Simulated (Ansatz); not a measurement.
Run report: Zr2N, geometry relaxation (part 2 of 2)

Continued. System: Zr2N (P4₂/mnm, 6 atoms in the cell). Method: DFT r2SCAN, scalar-relativistic, plane waves, PAW, no spin polarisation (Ansatz 0.2.0); cutoff 500 eV, 8×8×10 k-mesh, Gaussian smearing of 0.1 eV. The structure derives from a Materials Project entry.

Geometry of the input (Å; fractional positions):
```
5.4130  0.0000  0.0000
0.0000  5.4130  0.0000
0.0000  0.0000  3.3078
Zr 0.2961  0.2961  0.0000
Zr 0.7039  0.7039  0.0000
Zr 0.7961  0.2039  0.5000
Zr 0.2039  0.7961  0.5000
N  0.0000  0.0000  0.0000
N  0.5000  0.5000  0.5000
```

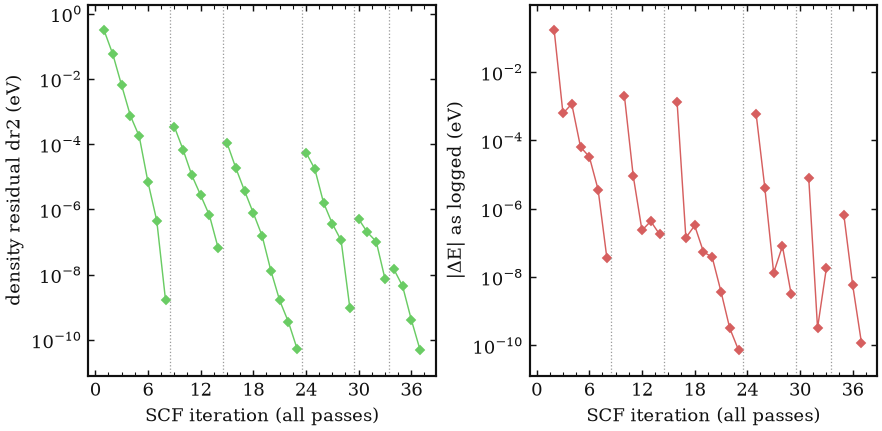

Convergence of the self-consistent field: density residual dr2 and size of the energy change against the SCF iteration. The dotted lines part the SCF passes of the relaxation: geometry steps, rejected trials and re-solves on a re-selected basis. The 6 passes take 4 to 9 iterations each, 37 in all.

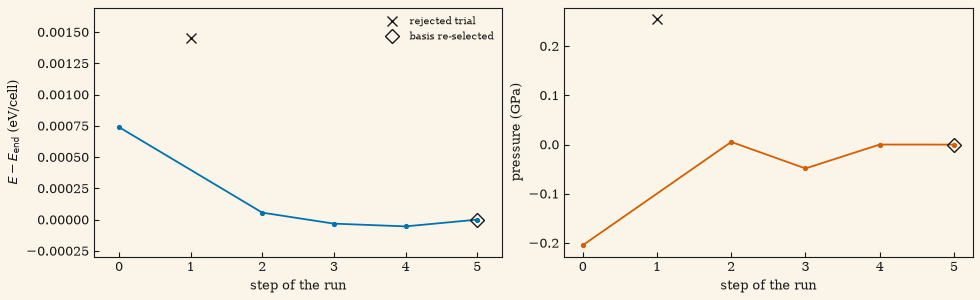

Progress of the relaxation, step by step (the first geometry is step 0 here and step 1 in the log). Over 4 geometry steps the energy falls by 0.8 meV per cell of the calculation. The largest force component goes from 0.028 to under 0.0001 eV/Å. The pressure goes from −0.20 to 0.00 GPa. The line search rejected the trial step at point 1 (counted from 0) and went back. No atom moves by more than 0.005 Å relative to the cell. Cell: a = b 5.413 → 5.417 Å (+0.1 %), c 3.308 → 3.300 Å (−0.2 %). Volume −0.1 %. Among the contacts that change: Zr1–Zr1 3.308 → 3.300 Å, Zr1–N5 2.267 → 2.272 Å, Zr1–Zr2 3.121 → 3.117 Å. The space group stays P4_2/mnm (No. 136). A last SCF at the same geometry on a re-selected plane-wave basis shifts the energy by +0.1 meV per cell of the calculation. (Atoms are counted from 1 in the order of the input.)

```
basis re-selected at this cell: Δ(F+E_penalty+E_count) = +5.397e-5 eV, ΔP = -0.000 GPa vs the last step (what re-selecting the basis moved, of the pressure what is left beyond the Pulay correction that the steps carried, after the strain that the cell walked since its last selection, with what the two solves' SCF thresholds leave and, on support functions, any second-order correction that the steps lacked; it is no measure of the basis error at this ecutwfc). This SCF's stress stands 9.45e-4 GPa from its target on what of the cell is left free (relax.cell.stress_tol is 5.00e-2 GPa) and its largest allowed force component is 3.09e-5 eV/Å (relax.f_tol is 5.00e-3 eV/Å): within both
SCF converged after 4 iterations
Free energy (F): -17558.059729 eV
Harris-Foulkes:  -17558.059729 eV  (|F-HF|=7.28e-12)
Internal energy: -17558.049168 eV  (E = F + TS)
E sigma→0 (E₀):  -17558.054448 eV
Entropy (-TS):   -0.010561 eV (-1.760 meV/atom)
Fermi energy:    15.012365 eV
--- Per-component energies (eV) ---
  E_band       = -332.435933
  E_kinetic    = 1597.454356
  E_local      = -2736.245012  (includes V_loc(G=0)·N_el)
  E_nonlocal   = 403.120088
  E_hartree    = 861.064285
  E_xc         = -745.740487
  E_vxc        = -1017.968227  (∫ρ·V_xc dr)
  E_paw        = -12139.698625  (= ΣΔE_a)
  E_vpaw       = -360.191846  (= ΣTr[D̂ρ^β])
  E_aug_tail   = 0.000069  (compensation charges beyond the density's cutoff)
  E_vtau       = 59.266121  (kinetic-family band-sum trace: ∫τ·v_τ [+ j·A + Jᵃ·Aᵃ] dr)
  E_ewald      = -4797.285746
  E_core_change = -0.718096  (= ΣΔE_core)
  E_smearing   = -0.010561  (= −TS)
  E_closure    = 0.000000  (closes the sum)
  Σ components = -17558.059729   (vs F -17558.059729, Δ=0.00e0)
--- Forces (eV/Å), atoms counted from 1 ---
  atom   1  Zr     0.00003093     0.00003093     0.00000000
  atom   2  Zr    -0.00003093    -0.00003093     0.00000000
  atom   3  Zr     0.00003093    -0.00003093     0.00000000
  atom   4  Zr    -0.00003093     0.00003093     0.00000000
  atom   5  N      0.00000000     0.00000000     0.00000000
  atom   6  N      0.00000000     0.00000000     0.00000000
  max |Σ_I F_I| component: 3.47e-18 eV/Å
--- Stress (GPa, compression-positive) ---
       -0.000739       0.000000       0.000000
        0.000000      -0.000739       0.000000
        0.000000       0.000000       0.000945
  P = ⅓ Tr σ = -0.0002 GPa (-0.002 kbar)
--- Band table (eV; the first three rows and the last of 90) ---
  k-point 0: bands = ["-35.4676", "-35.3215", "-35.3215", "-35.2614", "-13.6972", "-13.0968", "-12.9991", "-12.9991", "-12.7473", "-12.5711", "-12.4769", "-12.4769", "-12.3489", "-12.3458", "-12.3458", "-12.3178", "-1.3445", "0.1992", "8.8865", "8.8865", "9.6003", "10.6520", "10.6520", "10.9256", "11.4712", "12.9756", "15.1111", "15.7739", "15.9181", "16.0467", "16.0467", "16.4622", "16.6027", "16.6027", "17.4914"]
  k-point 1: bands = ["-35.4589", "-35.3179", "-35.3179", "-35.2627", "-13.6672", "-13.0744", "-12.9790", "-12.9790", "-12.7837", "-12.5895", "-12.5249", "-12.5249", "-12.4132", "-12.3545", "-12.3545", "-12.3330", "-1.2825", "0.1778", "9.0398", "9.0398", "9.4411", "10.6592", "10.6592", "11.1690", "11.3511", "13.1226", "14.9607", "15.3065", "15.3065", "15.4477", "16.1363", "16.6823", "17.2397", "17.2397", "17.6212"]
  k-point 2: bands = ["-35.4347", "-35.3084", "-35.3084", "-35.2675", "-13.5833", "-13.0102", "-12.9222", "-12.9222", "-12.8718", "-12.6629", "-12.6448", "-12.6448", "-12.5634", "-12.3855", "-12.3855", "-12.3783", "-1.1193", "0.1053", "9.2061", "9.4284", "9.4284", "10.6691", "10.6691", "11.0338", "11.7058", "13.5056", "14.4947", "14.4947", "14.6019", "14.9157", "16.4729", "17.2947", "17.6653", "17.6653", "17.8462"]
  k-point 89: bands = ["-35.3212", "-35.3212", "-35.2877", "-35.2877", "-13.4922", "-13.4922", "-13.1966", "-13.1966", "-12.6074", "-12.6074", "-12.5938", "-12.5938", "-12.5892", "-12.5892", "-12.4455", "-12.4455", "-0.5151", "-0.5151", "9.8189", "9.8189", "9.9950", "9.9950", "10.2902", "10.2902", "13.3851", "13.3851", "14.2073", "14.2073", "14.6300", "14.6300", "16.1704", "16.1704", "17.6727", "17.6727", "19.0762"]
--- Relaxed structure (5 steps of the walk, 4 accepted, 1 SCFs on fresh bases) ---
  F+E_penalty+E_count = -17558.05972889 eV   max|allowed force component| = 3.093e-5 eV/Å   (the final SCF, on the basis selected at the relaxed cell)
  cell:  # Å, volume = 96.8498 Å³
    - [5.417052455102002, 7.09235798135924e-36, 0.0]
    - [7.09235798135924e-36, 5.417052455102002, 0.0]
    - [0.0, 0.0, 3.3004444789912126]
  atoms:
    - { symbol: Zr, position: [0.2965720821651136, 0.2965720821651136, 0.0] }
    - { symbol: Zr, position: [0.7034279178348866, 0.7034279178348866, 0.0] }
    - { symbol: Zr, position: [0.7965720821651137, 0.2034279178348864, 0.5] }
    - { symbol: Zr, position: [0.2034279178348864, 0.7965720821651137, 0.5] }
    - { symbol: N, position: [-3.622271631530685e-71, 3.3382647505318627e-21, 0.0] }
    - { symbol: N, position: [0.5, 0.5, 0.5] }
```

### Trajectory as extended XYZ (Å, eV, eV/Å), 6 frames, from step=1 to step=6
```
6
Lattice="5.4130 0.0000 0.0000 0.0000 5.4130 0.0000 0.0000 0.0000 3.3078" Properties=species:S:1:pos:R:3:forces:R:3 step=1 energy=-17558.05899 pressure_GPa=-0.20
Zr    1.6029    1.6029    0.0000    0.0283   0.0283   0.0000
Zr    3.8101    3.8101    0.0000   -0.0283  -0.0283   0.0000
Zr    4.3094    1.1036    1.6539    0.0283  -0.0283   0.0000
Zr    1.1036    4.3094    1.6539   -0.0283   0.0283   0.0000
N     0.0000    0.0000    0.0000    0.0000   0.0000   0.0000
N     2.7065    2.7065    1.6539    0.0000   0.0000   0.0000
6
Lattice="5.4211 0.0000 0.0000 0.0000 5.4211 0.0000 0.0000 0.0000 3.2904" Properties=species:S:1:pos:R:3:forces:R:3 step=2 energy=-17558.05827 pressure_GPa=0.26 accepted=F
Zr    1.6046    1.6046    0.0000    0.0471   0.0471   0.0000
Zr    3.8166    3.8166    0.0000   -0.0471  -0.0471   0.0000
Zr    4.3151    1.1060    1.6452    0.0471  -0.0471   0.0000
Zr    1.1060    4.3151    1.6452   -0.0471   0.0471   0.0000
N     0.0000    0.0000    0.0000    0.0000   0.0000   0.0000
N     2.7106    2.7106    1.6452    0.0000   0.0000   0.0000
6
Lattice="5.4159 0.0000 0.0000 0.0000 5.4159 0.0000 0.0000 0.0000 3.3011" Properties=species:S:1:pos:R:3:forces:R:3 step=3 energy=-17558.05967 pressure_GPa=0.01
Zr    1.6047    1.6047    0.0000    0.0194   0.0194   0.0000
Zr    3.8112    3.8112    0.0000   -0.0194  -0.0194   0.0000
Zr    4.3127    1.1033    1.6506    0.0194  -0.0194   0.0000
Zr    1.1033    4.3127    1.6506   -0.0194   0.0194   0.0000
N     0.0000    0.0000    0.0000    0.0000   0.0000   0.0000
N     2.7080    2.7080    1.6506    0.0000   0.0000   0.0000
6
Lattice="5.4177 0.0000 0.0000 0.0000 5.4177 0.0000 0.0000 0.0000 3.3005" Properties=species:S:1:pos:R:3:forces:R:3 step=4 energy=-17558.05976 pressure_GPa=-0.05
Zr    1.6068    1.6068    0.0000   -0.0003  -0.0003   0.0000
Zr    3.8109    3.8109    0.0000    0.0003   0.0003   0.0000
Zr    4.3157    1.1020    1.6502   -0.0003   0.0003   0.0000
Zr    1.1020    4.3157    1.6502    0.0003  -0.0003   0.0000
N     0.0000    0.0000    0.0000    0.0000   0.0000   0.0000
N     2.7089    2.7089    1.6502    0.0000   0.0000   0.0000
6
Lattice="5.4171 0.0000 0.0000 0.0000 5.4171 0.0000 0.0000 0.0000 3.3004" Properties=species:S:1:pos:R:3:forces:R:3 step=5 energy=-17558.05978 pressure_GPa=-0.00
Zr    1.6065    1.6065    0.0000    0.0000   0.0000   0.0000
Zr    3.8105    3.8105    0.0000    0.0000   0.0000   0.0000
Zr    4.3151    1.1020    1.6502    0.0000   0.0000   0.0000
Zr    1.1020    4.3151    1.6502    0.0000   0.0000   0.0000
N     0.0000    0.0000    0.0000    0.0000   0.0000   0.0000
N     2.7085    2.7085    1.6502    0.0000   0.0000   0.0000
6
Lattice="5.4171 0.0000 0.0000 0.0000 5.4171 0.0000 0.0000 0.0000 3.3004" Properties=species:S:1:pos:R:3:forces:R:3 step=6 energy=-17558.05973 pressure_GPa=-0.00
Zr    1.6065    1.6065    0.0000    0.0000   0.0000   0.0000
Zr    3.8105    3.8105    0.0000    0.0000   0.0000   0.0000
Zr    4.3151    1.1020    1.6502    0.0000   0.0000   0.0000
Zr    1.1020    4.3151    1.6502    0.0000   0.0000   0.0000
N     0.0000    0.0000    0.0000    0.0000   0.0000   0.0000
N     2.7085    2.7085    1.6502    0.0000   0.0000   0.0000
```

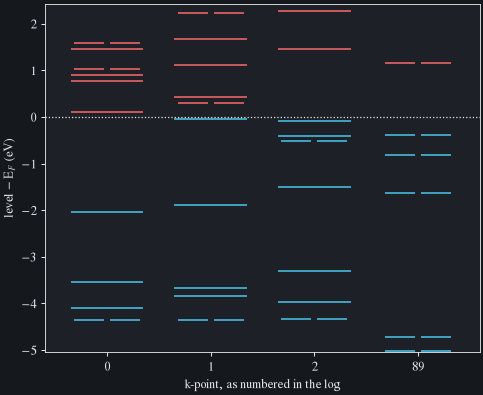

Kohn–Sham levels near the Fermi level (dotted) at the few k-points that the log prints; levels within 0.02 eV of each other stand side by side. The system is metallic on the full mesh.
